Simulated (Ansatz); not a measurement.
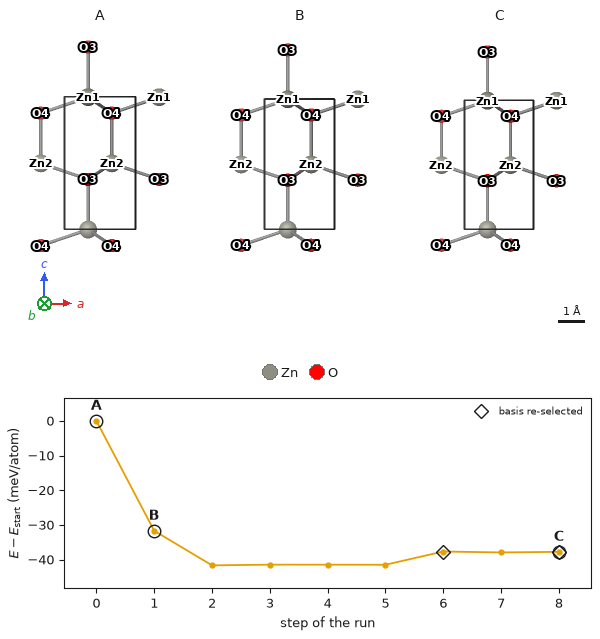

Frames of a relaxation of crystalline ZnO (built on the wurtzite type), marked on the history of the run. Style: ball-and-stick. Shown: the cell of the calculation, along the b axis.

Computed with Ansatz, DFT, LDA, plane waves, PAW.

Input
```yaml
crystal:
  lattice:
    - [3.2793887296, 0.0, 0.0]
    - [-1.6396943649, 2.8400339487, 0.0]
    - [0.0, 0.0, 5.2939075206]
  atoms:
    - { symbol: Zn, position: [0.3333333333, 0.6666666667, -0.0020276136] }
    - { symbol: Zn, position: [0.6666666667, 0.3333333333, 0.4979723864] }
    - { symbol: O, position: [0.3333333333, 0.6666666667, 0.3770276136] }
    - { symbol: O, position: [0.6666666667, 0.3333333333, 0.8770276136] }
kpoints:
  mp_grid: { grid: [12, 12, 4] }
hamiltonian:
  xc: lda
scf:
  occupations: { method: fermi_dirac, width: 0.02 }
relax:
  f_tol: 0.005
  cell: {}
```

Command:
```bash
ansatz run input.yaml --threads 4 --pin off --max-ram 7372MiB --backend cpu --events-out ev --progress --plain --runs-dir out
```

Question: What happens along the run?

Answer: The energy falls by 37.8 meV per atom in 6 accepted moves (8 points after the start). Largest force component: 0.0029 eV/Å at the start, under 0.0001 eV/Å at the end. Pressure: −11.25 GPa at the start and −0.02 GPa at the end. At 2 points the geometry stayed and the basis and grid were re-selected for the new cell (energy shift of 3.8 meV per atom at most each time). No atom moves by more than 0.005 Å relative to the cell. The drawn cell changes as follows: a = b 3.279 → 3.187 Å (−2.8 %), c 5.294 → 5.153 Å (−2.7 %); the volume changes by −8.1 %. Near-neighbour distances that change, for instance: Zn1–O3 2.007 → 1.950 Å, Zn1–O4 1.999 → 1.944 Å. The space group stays P6_3mc (No. 186). The run took 12 s on 4 threads of Arm Neoverse V1, with other jobs on the host, peak memory 0.4 GiB. From step 0 to 1: volume −4.4 %, energy −31.7 meV per atom. From step 1 to 8: volume −3.8 %, energy −6.1 meV per atom.
